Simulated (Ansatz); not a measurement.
## GeSi$_{16}$: nudged elastic band

The run: nudged elastic band of GeSi$_{16}$ (defect cell, 17 atoms in the cell). Method and program: DFT PBEsol, scalar-relativistic, plane waves, PAW, PAW set soft_1 (Ansatz 0.2.0).

One setting was made poor on purpose. It belongs to a series of runs on one base structure; here: an input spoilt on purpose.

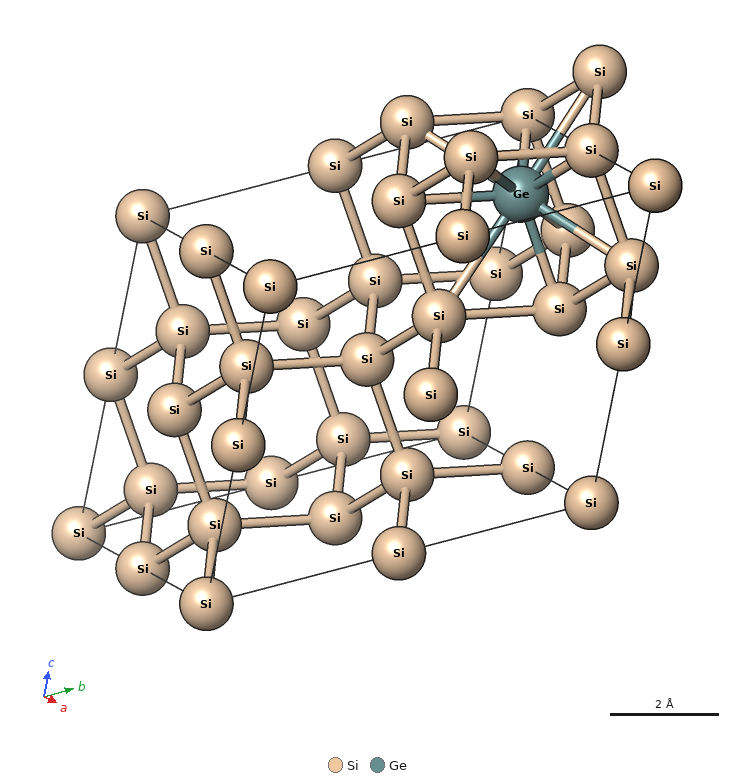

**Figure 1.** The structure as given in the input (ball-and-stick view of the cell of the calculation, seen slightly off an axis; bonded neighbours outside the cell are drawn too). An atom can appear more than once, as a periodic image.

## What the run reported

- outcome: refused by the program
- hardware: 1 thread of Arm Neoverse V2, 24 GiB of memory available, shared host

The program refused the input: “invalid value for `neb.spring`: must be finite and > 0; got -5 eV/Å²” A deliberately poor setting: bad input.

## The input
```yaml
crystal:
  lattice:
    - [0.0, 5.43, 5.43]
    - [5.43, 0.0, 5.43]
    - [5.43, 5.43, 0.0]
  atoms:
    - { symbol: Si, position: [0.0, 0.0, 0.0] }
    - { symbol: Si, position: [0.125, 0.125, 0.125] }
    - { symbol: Si, position: [0.0, 0.0, 0.5] }
    - { symbol: Si, position: [0.125, 0.125, 0.625] }
    - { symbol: Si, position: [0.0, 0.5, 0.0] }
    - { symbol: Si, position: [0.125, 0.625, 0.125] }
    - { symbol: Si, position: [0.0, 0.5, 0.5] }
    - { symbol: Si, position: [0.125, 0.625, 0.625] }
    - { symbol: Si, position: [0.5, 0.0, 0.0] }
    - { symbol: Si, position: [0.625, 0.125, 0.125] }
    - { symbol: Si, position: [0.5, 0.0, 0.5] }
    - { symbol: Si, position: [0.625, 0.125, 0.625] }
    - { symbol: Si, position: [0.5, 0.5, 0.0] }
    - { symbol: Si, position: [0.625, 0.625, 0.125] }
    - { symbol: Si, position: [0.5, 0.5, 0.5] }
    - { symbol: Si, position: [0.625, 0.625, 0.625] }
    - { symbol: Ge, position: [0.366505, 0.8819127, 0.8699674] }
basis:
  ecutwfc: 420.0
kpoints:
  mp_grid: { grid: [2, 2, 2] }
hamiltonian:
  xc: pbesol
  pseudopotentials: { kind: paw, azcp: { folder: soft_1 } }
scf:
  occupations: { method: gaussian, width: 0.05 }
  lower_state_search: "off"
  max_iter: 92
neb:
  images: 3
  f_tol: 0.05
  max_iterations: 8
  order_check: false
  final_atoms:
    - { symbol: Si, position: [0.0, 0.0, 0.0] }
    - { symbol: Si, position: [0.125, 0.125, 0.125] }
    - { symbol: Si, position: [0.0, 0.0, 0.5] }
    - { symbol: Si, position: [0.125, 0.125, 0.625] }
    - { symbol: Si, position: [0.0, 0.5, 0.0] }
    - { symbol: Si, position: [0.125, 0.625, 0.125] }
    - { symbol: Si, position: [0.0, 0.5, 0.5] }
    - { symbol: Si, position: [0.125, 0.625, 0.625] }
    - { symbol: Si, position: [0.5, 0.0, 0.0] }
    - { symbol: Si, position: [0.625, 0.125, 0.125] }
    - { symbol: Si, position: [0.5, 0.0, 0.5] }
    - { symbol: Si, position: [0.625, 0.125, 0.625] }
    - { symbol: Si, position: [0.5, 0.5, 0.0] }
    - { symbol: Si, position: [0.625, 0.625, 0.125] }
    - { symbol: Si, position: [0.5, 0.5, 0.5] }
    - { symbol: Si, position: [0.625, 0.625, 0.625] }
    - { symbol: Ge, position: [0.7549606045, 0.7576200019, 0.7430567515] }
  spring: -5.0
```

Launched with:
```bash
ansatz run input.yaml --threads 1 --pin off --max-ram 3072MiB --backend cpu --events-out ev --progress --plain --runs-dir out
```

## Output
```
Error: invalid value for `neb.spring`: must be finite and > 0; got -5 eV/Å²
```
